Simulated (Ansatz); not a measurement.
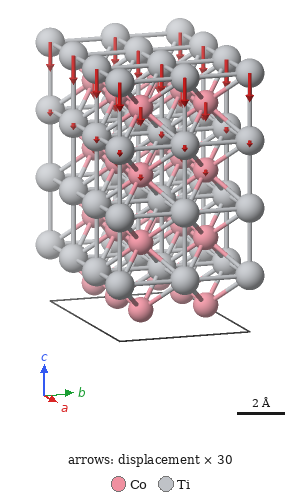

This is a constrained relaxation of a slab of composition TiCo. The starting structure is drawn; red arrows show the displacements, magnified 30 times.

A ball-and-stick model of the 3 × 2 repeat of the cell, outlined in the plane, without the vacuum, seen slightly off an axis.

The slab is the (1 0 0) face of TiCo. The run lets the atoms move in a fixed cell, from this start: the (1 0 0) slab of TiCo, cut from the database cell, not relaxed. 4 atoms are held fixed.

Level of theory: Kohn-Sham DFT of a periodic cell, PBE, PseudoDojo stringent in Ansatz.

The input:
```yaml
crystal:
  lattice:
    - [2.98611099, 0.0, 0.0]
    - [0.0, 2.98611099, 0.0]
    - [0.0, 0.0, 25.451388465]
  atoms:
    - { symbol: Co, position: [0.5, 0.5, 0.2946794046], spin: 2.0 }
    - { symbol: Ti, position: [0.0, 0.0, 0.3533424319], spin: 1.0 }
    - { symbol: Co, position: [0.5, 0.5, 0.4120054591], spin: 2.0 }
    - { symbol: Ti, position: [0.0, 0.0, 0.4706684864], spin: 1.0 }
    - { symbol: Co, position: [0.5, 0.5, 0.5293315136], spin: 2.0 }
    - { symbol: Ti, position: [0.0, 0.0, 0.5879945409], spin: 1.0 }
    - { symbol: Co, position: [0.5, 0.5, 0.6466575681], spin: 2.0 }
    - { symbol: Ti, position: [0.0, 0.0, 0.7053205954], spin: 1.0 }
hamiltonian:
  xc: pbe
  pseudopotentials: { kind: nc, accuracy: stringent }
magnetization:
  spin_polarized: true
kpoints:
  mp_grid: { grid: [9, 9, 1] }
scf:
  occupations: { method: fermi_dirac, width: 0.05 }
output:
  forces: true
  eigenvalues: true
relax:
  f_tol: 0.02
  max_steps: 40
  constraints: [{ sites: [0, 1, 2, 3] }]
efield:
  axis: 3
  dipole_correction: true
  ramp_width: 0.04
```

Launched with:
```bash
ansatz run input.yaml --threads 4 --pin off --max-ram 11264MiB --backend cpu --events-out ev --progress --plain --runs-dir out
```

Question: Describe the change and its energy.

Answer: A Ti atom moves most: 0.043 Å along the normal (−c). By element the largest moves are Ti 0.043 Å, Co 0.028 Å. The cell doesn't change. Among the contacts that change: Ti–Ti 2.986 → 2.953 Å, Co–Ti 2.586 → 2.576 Å, Ti–Ti 2.986 → 2.976 Å. Over 2 geometry steps the energy falls by 2.6 meV per cell of the calculation. The largest force component goes from 0.12 to 0.015 eV/Å. The program noted that the starting moments weren't kept. The run took 4.3 min on 4 threads of Arm Neoverse V2 (shared host), peak memory 3.5 GiB.

Limits of the set-up: only the magnetic order of this start and cell was tried (total moment 4.2 μB per cell).
